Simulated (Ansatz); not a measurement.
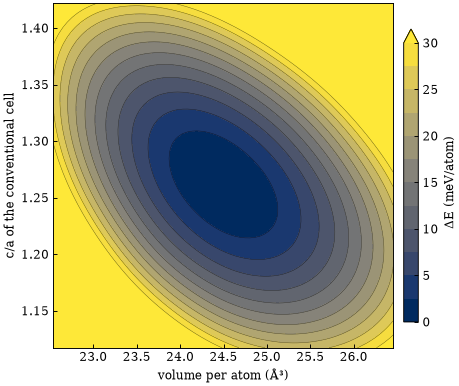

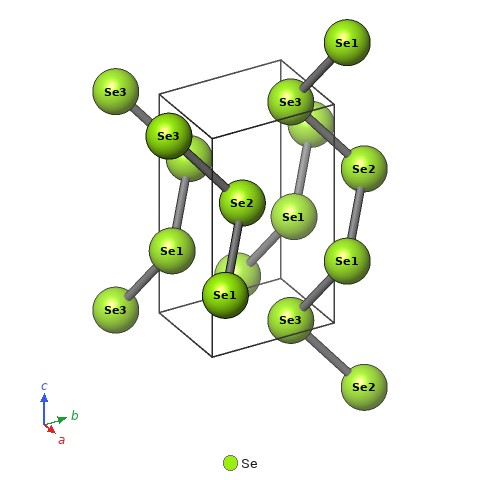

Energy landscape of Se (P3_121, No. 152; 3 atoms in the cell). The energy is mapped over volume and the cell's shape. The first coordinate is: volume per atom; the second: c/a of the conventional cell. Nothing is relaxed (fractional coordinates fixed). The grid has 7 × 7 points. Points are written as (first, second). Energies: meV/atom, counted from the lowest grid point. The band gap closes in part of the range. Theory: DFT PBE+D3(BJ), scalar-relativistic, plane waves, PAW (Ansatz). Settings: cutoff 420 eV, k-mesh 12×12×8 in the order of the run's cell vectors, gaussian smearing 0.05 eV, no spin polarisation.

The picture shows filled contours, one colour for all values above the top of the scale. Between grid points the surface is interpolated. The second picture is the structure at the lowest point

Question: Describe this landscape.

Answer: The lowest grid point is at (24.50 Å³, 1.260). No other kind of well shows on this grid. The highest grid point, (22.54 Å³, 1.117), lies 98 meV/atom above the lowest. Round the minimum the valley is somewhat tilted: raising volume per atom shifts the best value of c/a of the conventional cell downwards (coupling k₁₂/√(k₁₁k₂₂) about 0.5).

The values on the grid:

| c/a of the conventional cell ↓, volume per atom → | 22.54 | 23.19 | 23.84 | 24.50 | 25.15 | 25.80 | 26.46 |
| --- | --- | --- | --- | --- | --- | --- | --- |
| 1.422 | 37 | 29 | 29 | 37 | 51 | 69 | 93 |
| 1.366 | 28 | 16 | 12 | 16 | 26 | 42 | 62 |
| 1.312 | 29 | 12 | 4 | 4 | 11 | 23 | 41 |
| 1.260 | 37 | 16 | 4 | 0 | 3 | 13 | 28 |
| 1.211 | 52 | 27 | 11 | 4 | 4 | 10 | 23 |
| 1.163 | 73 | 44 | 24 | 14 | 11 | 15 | 24 |
| 1.117 | 98 | 66 | 43 | 30 | 24 | 26 | 33 |

Each point was launched as `ansatz run input.yaml --threads 1 --pin off --max-ram 2048MiB --backend cpu --events-out ev --progress --plain --runs-dir out`. Time for the 49 points that were run: 17 min on 1 thread of Intel(R) Xeon(R) Platinum 8375C CPU @ 2.90GHz (Ice Lake) (shared host).
